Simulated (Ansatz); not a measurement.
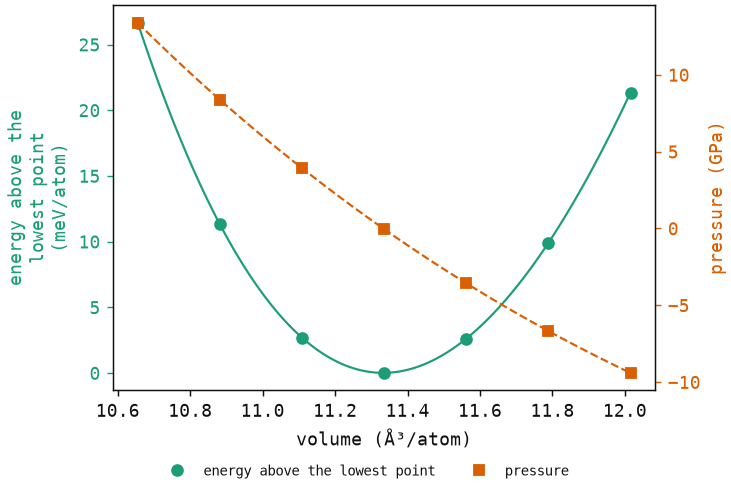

The picture above shows the energy above the lowest point and pressure against volume for SnO₂, space group Fm-3m (No. 225) (one of a set of cubic test structures, which need not be the stable phase).

Method: equation of state of a cubic crystal from periodic Kohn-Sham density functional theory without spin, third-order Birch-Murnaghan fit to the free energies; pressure corrected for the finite basis (Ansatz 0.2.0 development build). Level: PBE.

structure type fluorite; atoms in cell 3; space group number 225; lattice centring face-centred primitive; k mesh 13×13×13; occupation method Fermi–Dirac; occupation width 0.06123 eV; wave cutoff 700 eV; datasets hard PAW; density tolerance 1e−09 eV; bands 21; density cutoff ratio 4; search for lower states default.

Question: What equilibrium volume and bulk modulus follow from the curve?

Answer: A third-order Birch–Murnaghan fit gives V0 = 11.33 Å³/atom, B0 = 187 GPa and B′ = 5.0.

Question: Read off the course of the pressure.

Answer: It falls from 13.4 GPa at volume 10.66 Å³/atom to −9.4 GPa at 12.02 Å³/atom, and changes sign near 11.33 Å³/atom.

Keep in mind: cubic model structure, not the ambient form; modest k-mesh, values are not fully converged in k.
